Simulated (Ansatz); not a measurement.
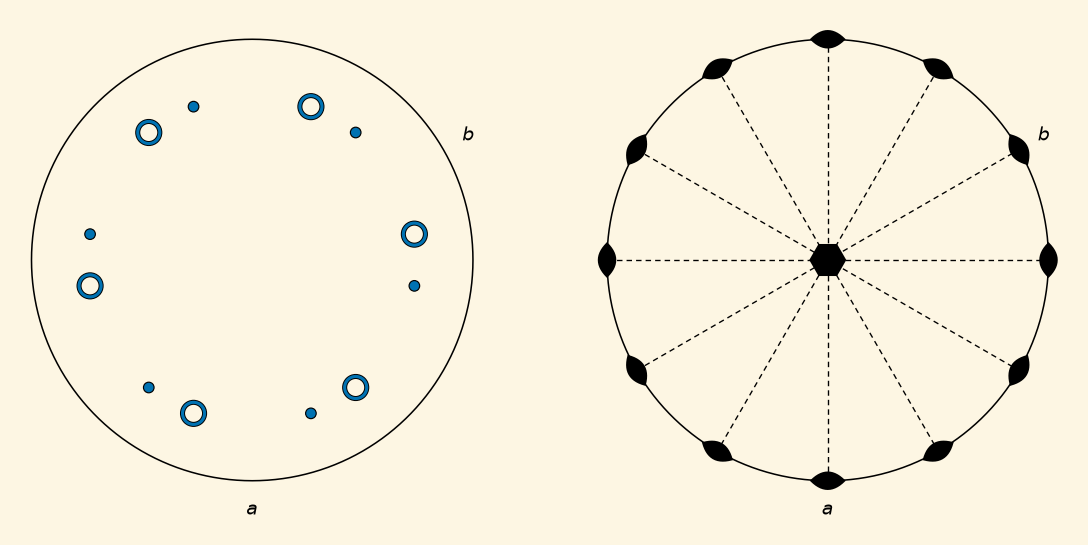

Stereographic projection: filled dots lie in the upper hemisphere, open rings in the lower; heavy lines are mirror planes (a heavy rim: a mirror in the plane of the page); lens, triangle, square and hexagon are 2-, 3-, 4- and 6-fold axes, a lens in an open square is −4, a triangle in an open hexagon −6; thin dashed diameters join the ends of axes that lie in the page; a small open circle marks inversion. The c axis points at the viewer. Left: one general form; right: the symmetry elements. Computed from the symmetry operations of a computed or model structure of composition K, which need not be its known form.

Question: Name the crystal class.

Answer: 622 (D6), order 12, hexagonal system: one sixfold axis, six twofold axes.

Question: Which physical properties does it allow?

Answer: It is not centrosymmetric; not polar, but piezoelectricity is allowed; it has proper rotations alone, so the crystal is chiral.
